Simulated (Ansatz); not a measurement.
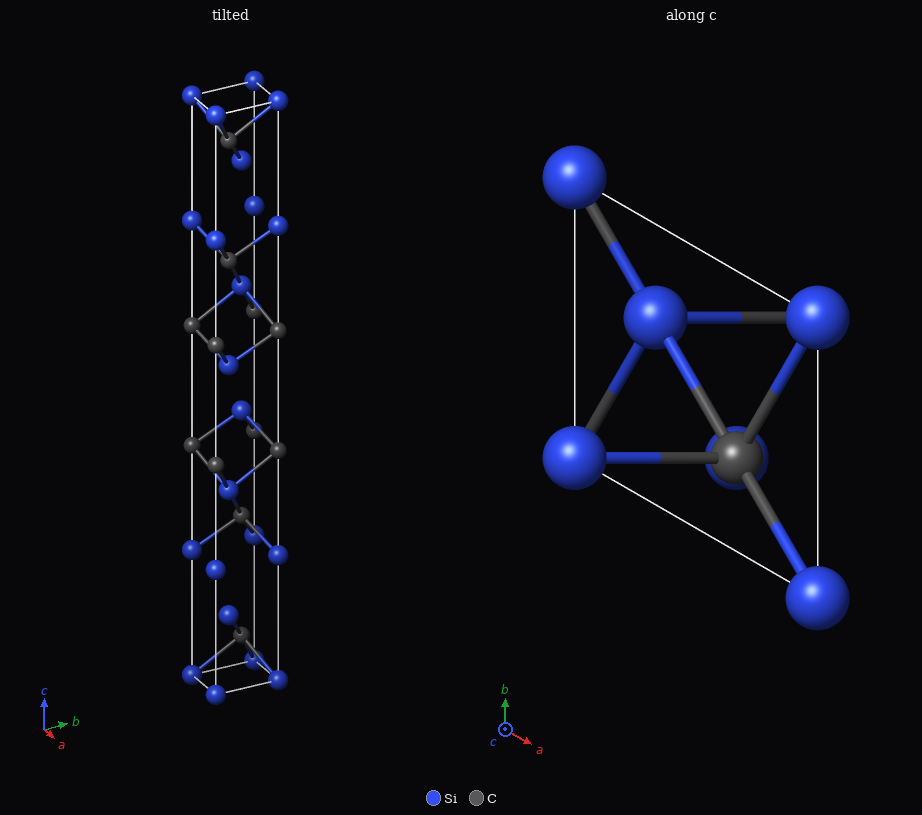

An orthographic ball-and-stick view of the structure, slightly off an axis and along the c axis. The frame is the conventional unit cell; atoms at its boundary are shown with their periodic copies. Cell: a = 2.95 Å, b = 2.95 Å, c = 19.76 Å, α = 90.00°, β = 90.00°, γ = 120.00°.

Its origin is a structure type filled with these elements by a generator (whether the compound takes this form wasn't checked). Earlier steps of the study, as a rule a relaxation of our own, may have changed the cell and positions, so they can lie some per cent off the listed ones. A calculation with Ansatz used it as input.

Q: Describe the crystal.

A: Formula: Si3C2. Symmetry: R-3m (No. 166), rhombohedral (trigonal R) lattice. The cell comprises 3 formula units: 9 Si, 6 C. Neighbours within bonding distance: Si 3 to 6 (mean 4.0) and C 6.

Results below were computed with Ansatz 0.2.0, DFT PBE, scalar-relativistic, plane waves, PAW; the settings were a kinetic-energy cutoff of 420 eV, k-points about 0.21 Å⁻¹ apart, Gaussian smearing of 0.1 eV, no spin polarisation.

Q: Is the electronic structure metallic or gapped?

A: A metal: bands cross the Fermi level.

Q: How charged are the atoms, by the Bader scheme?

A: Si +1.47 to +2.27 e; C -2.60 e.

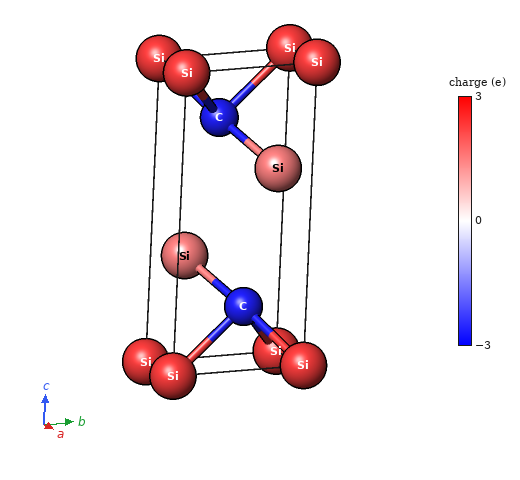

The atoms coloured by those charges. The run's cell of 5 atoms is drawn in a reduced setting, so axes and origin can differ from the first picture.

Q: Is this the optimised geometry for these settings?

A: Yes. All forces vanish to within 0.01 eV/Å. The pressure is 0.0 GPa, close to zero.
